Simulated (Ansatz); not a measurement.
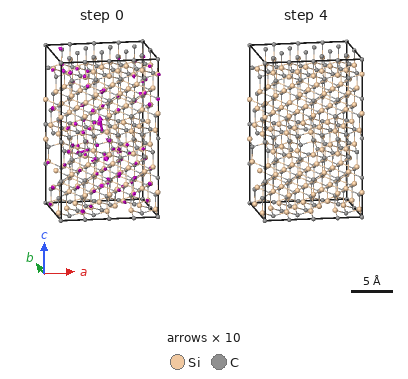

The structure of a defect cell of composition Si127C128 (cell charge +2) before (left) and after (right) a relaxation, at one scale. The purple arrows give the displacements, magnified 10 times.

Style: ball-and-stick. Shown: the cell of the calculation (origin shifted), slightly off an axis.

All numbers below come from DFT, PBEsol, PAW, plane waves in Ansatz. Settings: plane-wave cutoff 420 eV; k-point mesh 1 × 1 × 1; mesh shifted by (0.25, 0.25, 0.25); collinear spin; atoms relaxed in a fixed cell; force threshold 0.03 eV/Å; at most 80 steps.

**Summarise the run.**

The energy falls by 4.517 eV per cell of the calculation in 4 geometry steps. The largest force component goes from 2 to 0.0095 eV/Å. The atom that moves furthest is a C atom (0.21 Å along [−1 0 3]). By element the largest moves are C 0.21 Å, Si 0.07 Å. The cell doesn't change. Among the contacts that change: C–Si 1.977 → 1.883 Å, C–Si 1.958 → 1.873 Å, C–Si 1.802 → 1.884 Å, C–Si 1.821 → 1.889 Å. Among the angles between lasting bonds that change: C–Si–C 111.1° → 102.4°, C–Si–C 109.7° → 101.6°, Si–C–Si 107.1° → 114.1°. The program noted that the starting moments weren't kept. Cost: 49 s on 1 × NVIDIA GB300 Max-Q with 8 threads of Arm Neoverse-V2, peak memory 3.1 GiB.

Limits of the set-up: the cell is charged, on a uniform background, and energies carry no finite-size correction.
